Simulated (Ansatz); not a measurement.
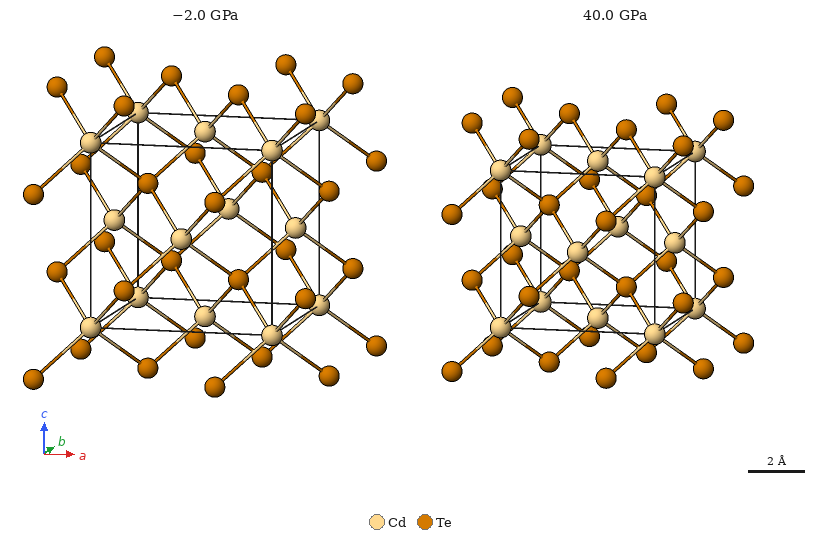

Crystalline CdTe (set up in F-43m), relaxed (cell and atoms) at several target pressures. The picture shows the first and the last member. A ball-and-stick model of the conventional cell (4 times the calculation's cell), seen slightly off an axis. Lengths and directions refer to the drawn axes.

Computed with Ansatz 0.2.0: DFT PBE, scalar-relativistic, plane waves, PAW. (plane-wave cutoff 420 eV; k-point mesh 10 × 10 × 10; occupations gaussian; smearing width 0.02 eV; no spin polarisation; cell and atoms relaxed; force threshold 0.008 eV/Å)

```csv
pressure (GPa),volume (Å³/atom),a (Å),band gap (eV)
−2.0,38.795,6.771,0.39
0.0,36.253,6.619,0.58
2.0,34.484,6.510,0.73
5.0,32.478,6.381,0.92
10.0,30.158,6.225,1.14
20.0,?,?,?
40.0,23.830,5.755,1.59
```

Question: One row is withheld. What does the calculation give there?

Answer: Murnaghan's form V = V₀(1 + B′P/B₀)^(−1/B′), with V₀ = 36.253 Å³ from the row at zero pressure, fits the other rows with B₀ = 35.2 GPa and B′ = 4.19 (largest miss 0.111 Å³). At 20.0 GPa it gives 36.253 × (1 + 4.19 × 20.0/35.2)^(−1/4.19) = 27.108 Å³ per atom. The calculation gives 27.190 Å³/atom (a = 6.014 Å). The estimate is 0.082 Å³/atom too low. For the gap a parabola through the rows 2.0, 5.0, 10.0 gives 1.22 eV, and the calculation 1.46 eV (semilocal gaps, lower than measured ones as a rule). From the first member to the last: Cd–Te 2.932 → 2.492 Å.

The whole series:

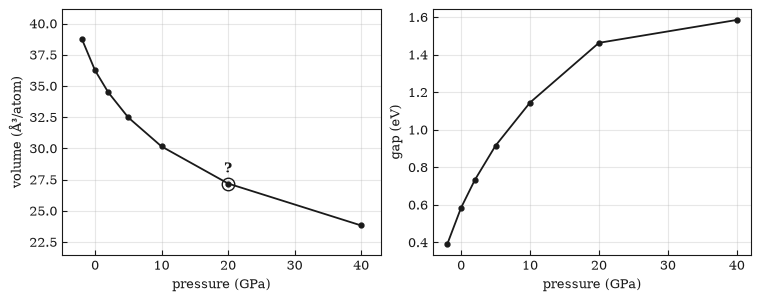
